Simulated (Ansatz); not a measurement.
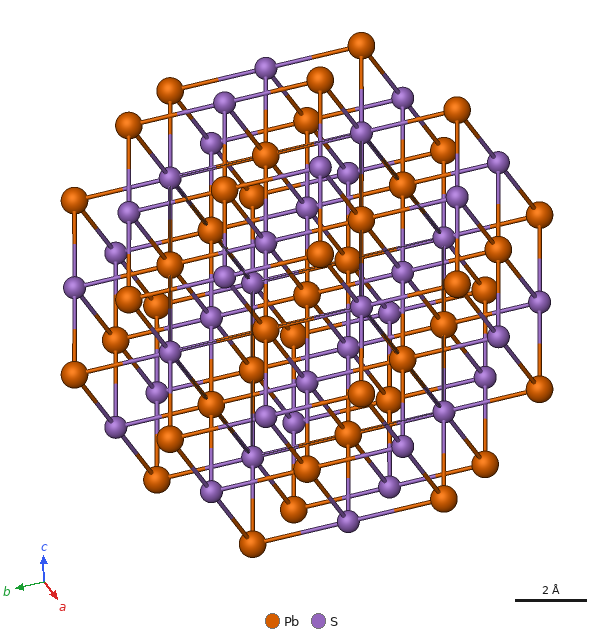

We look at a ball-and-stick model of the crystal from a general direction. The edges of the drawn cell (a repeat of the simulation cell) are marked. Bonds that leave the box are completed with the atoms at their other ends.

PbS, a = 5.94 Å, b = 5.94 Å, c = 5.94 Å, α = 90.00°, β = 90.00°, γ = 90.00°.

The calculation used DFT, HSE06 with spin-orbit coupling, plane waves, PAW (Ansatz 0.2.0), with E_cut = 420 eV, k-points about 0.46 Å⁻¹ apart, Fermi-Dirac smearing of 0.02 eV, no moments seeded, so the run stays non-magnetic, spinor wavefunctions.

Question: What does the calculation say: metal or gapped?

Answer: A semiconductor at this level, with a gap of 0.32 eV, direct.

Its origin is a structure listed in the Materials Project. Earlier steps of the study may have refined or changed the cell and positions. Ansatz was used for an electronic-structure calculation on it.
